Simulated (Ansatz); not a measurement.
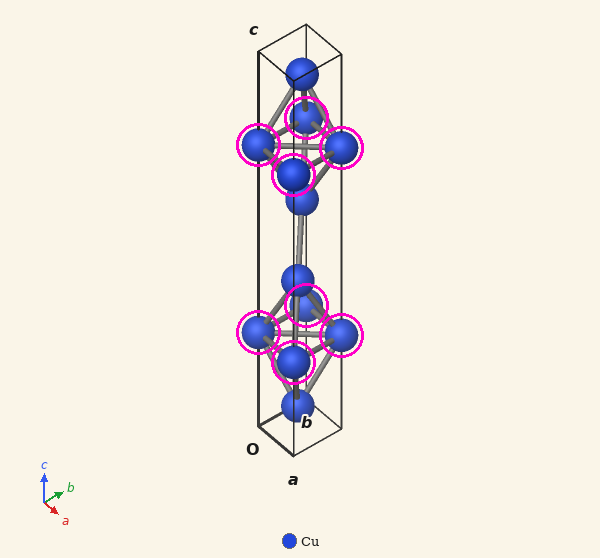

Crystal: Cu, the geometry relaxed with DFT PBEsol, scalar-relativistic, plane waves, PAW (Ansatz 0.2.0); the starting structure was generated, so it need not be a known form of this composition. One unit cell; the ringed atoms, with their copies on corners, edges and faces, form one crystallographic orbit. Symmetry computed with spglib at a tolerance of 0.002 Å; standard conventional cell.

a = 2.521 Å, b = 2.521 Å, c = 12.339 Å, α = 90.00°, β = 90.00°, γ = 120.00°; space group P6₃/mmc, No. 194.

Question: Which Wyckoff position do the ringed atoms fill?

Answer: Cu on 2b, site symmetry -6m2: 24 operations a cell over 12 that keep the site give 2 atoms, with 0 free parameters.

Question: List their coordinates.

Answer: (0, 0, 3/4); (0, 0, 1/4).
